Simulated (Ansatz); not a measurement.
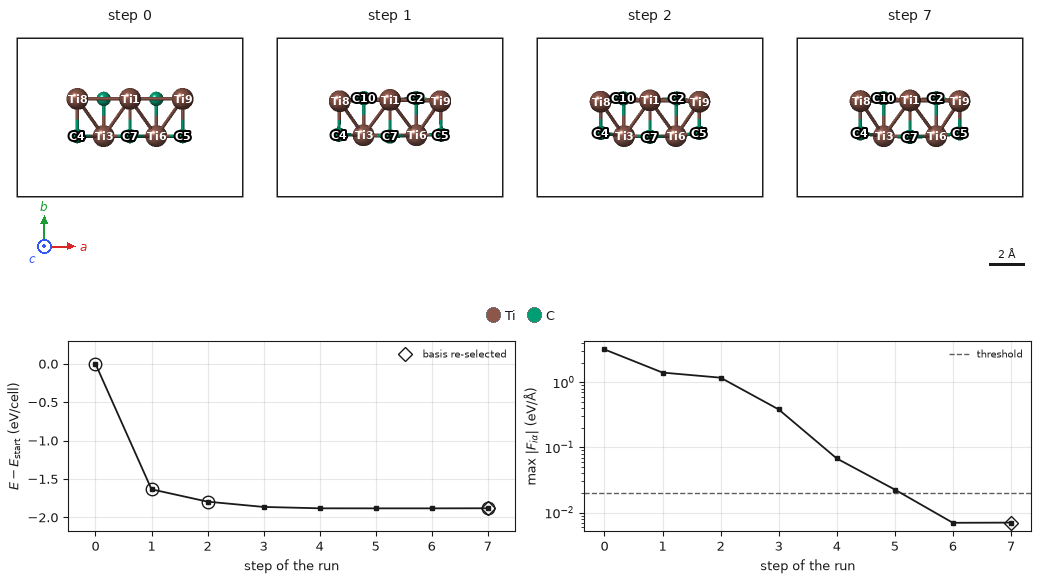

Frames of a relaxation of a wire of composition TiC, marked on the history of the run. A ball-and-stick model of the 3 repeat of the cell, with the vacuum cut short, seen along the c axis.

Case: wire along [1 1 0], 10 atoms a period.

These are results of DFT PBE, scalar-relativistic, plane waves, PAW (Ansatz), not measurements. Settings: plane-wave cutoff 420 eV; k-point mesh 1 × 1 × 18; occupations gaussian; smearing width 0.05 eV; no spin polarisation; cell relaxed at fixed a, b, alpha, beta, gamma; force threshold 0.02 eV/Å; at most 45 steps.

Describe the path.

After 6 accepted moves (7 points after the start) the energy has fallen by 1.880 eV per cell of the calculation. Largest force component: 3.2 eV/Å at the start, 0.007 eV/Å at the end. At 1 point the geometry stayed and the basis and grid were re-selected for the new cell (energy shift of 1.2 meV per cell of the calculation at most each time). The largest moves relative to the centre of the atoms, 0.24 Å, are those of C4 and C5. By element the largest moves are C 0.24 Å, Ti 0.23 Å. Along the periodic axis the drawn cell goes c 9.191 → 9.119 Å (−0.8 %). Near-neighbour distances that change, for instance: C4–Ti8 2.166 → 1.873 Å, Ti1–Ti8 3.064 → 2.880 Å, C2–Ti9 2.166 → 2.036 Å, C5–Ti6 2.166 → 2.047 Å. Bond angles that change, for instance: Ti1–C10–Ti8 180.0° → 171.1°, Ti8–C10–Ti8 90.0° → 96.5°, Ti3–C4–Ti3 90.0° → 95.9°. From step 0 to 1: Ti atoms move most (0.19 Å), energy −1.633 eV per cell of the calculation. From step 1 to 2: C atoms move most (0.15 Å), energy −0.161 eV per cell of the calculation. From step 2 to 7: Ti atoms move most (0.03 Å), energy −86.1 meV per cell of the calculation.

```
step  E − E(0), meV/atom  largest force component, eV/Å                      note
   0                0.00                         3.2024                          
   1             -163.31                         1.4121                          
   2             -179.39                         1.1789                          
   3             -186.27                         0.3837                          
   4             -188.06                         0.0678                          
   5             -188.11                         0.0225                          
   6             -188.11                         0.0070                          
   7             -188.00                         0.0070  same geometry, new basis
```
